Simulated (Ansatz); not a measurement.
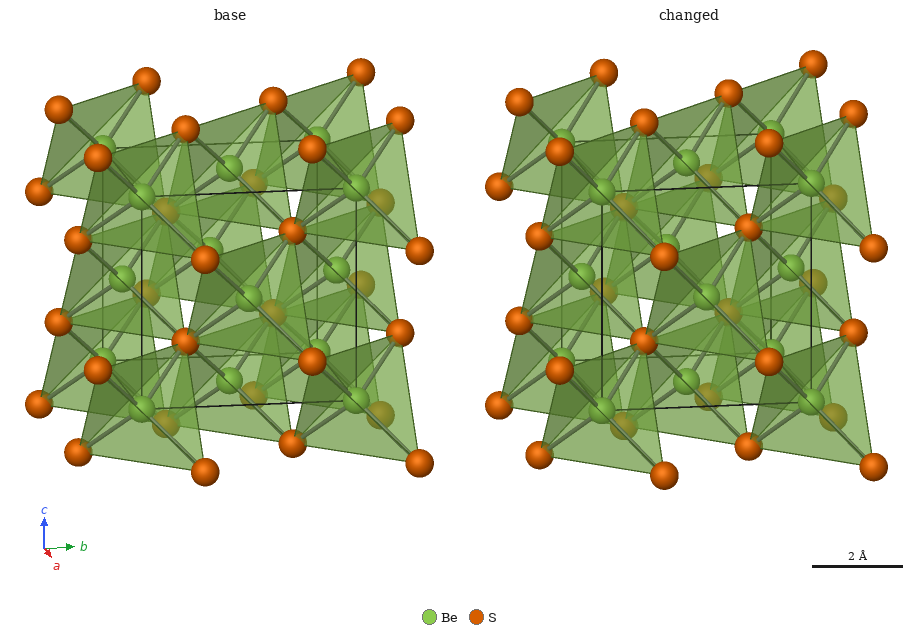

Left: solid BeS (built on the zincblende type) at its r2SCAN-relaxed geometry. Right: the same structure after one change, at the same scale. The picture is a polyhedral view of the conventional cell (4 times the calculation's cell), seen slightly off an axis. Lengths and directions refer to the drawn axes.

All numbers below come from DFT, PBE, plane waves, PAW (Ansatz 0.2.0). Set-up: plane-wave cutoff 420 eV; k-point mesh 10 × 10 × 10; occupations fermi dirac; smearing width 0.02 eV; no spin polarisation.

What distinguishes the right structure from the left one?

The cell is strained by −2.4 % along b and +3.0 % across it (volume +3.5 %). The atoms and the free axis were relaxed with r2SCAN under that strain, and this is a single point on that geometry.

And its effect?

Some distances before and after: Be–S 2.108 → 2.134 Å. The space group (tolerance 0.01 Å) goes from F-43m (No. 216) to I-4m2 (No. 119). Energy change: +11.7 meV per atom. The pressure goes from 0.4 to −2.7 GPa. The principal stresses (compression positive) are 0.4 GPa along b and −4.2 GPa across it. All forces vanish by symmetry. The band gap: 3.14 eV before, 2.80 eV after.
